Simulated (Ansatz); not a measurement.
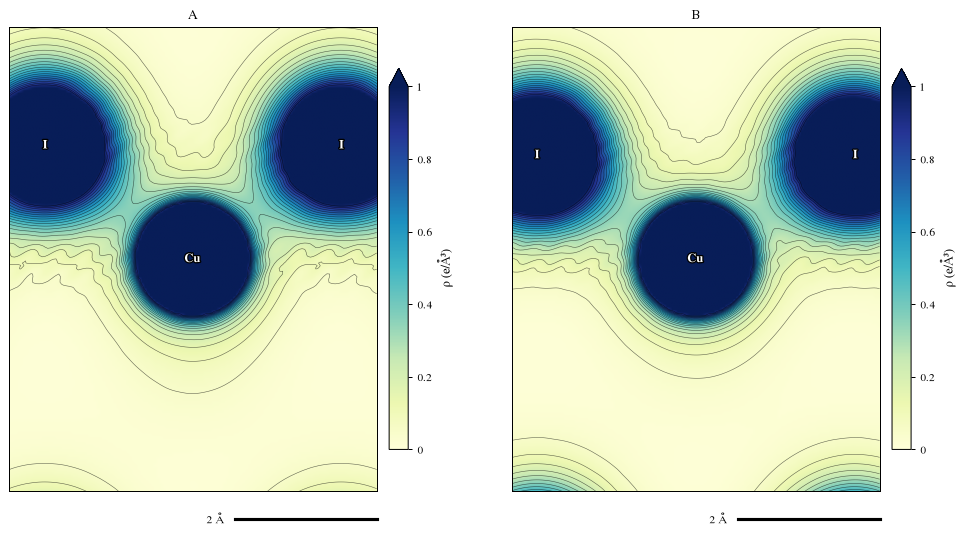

CuI. The valence electron density of two cells that differ in size and shape, on the (101̄) plane of each (indices in the axes of the calculation cell), at one length scale and on one colour scale; one has 28.1 and the other 29.6 Å³ an atom.

Method: DFT PBE, scalar-relativistic, plane waves, PAW in Ansatz 0.2.0.

The density is the valence pseudo-density of a PAW calculation; it isn't the true density close to the nuclei.

Which is the denser cell? Describe the effect of the change.

Answer. Panel A is the smaller cell, by 5 % in volume. From the larger cell to the smaller, Cu–I goes from 2.68 to 2.64 Å, and the density at its midpoint from 0.37 to 0.4 e/Å³; the pressure goes from −1.8 to 0.0 GPa; the Kohn–Sham gap goes from 0.91 eV to 1.0 eV.
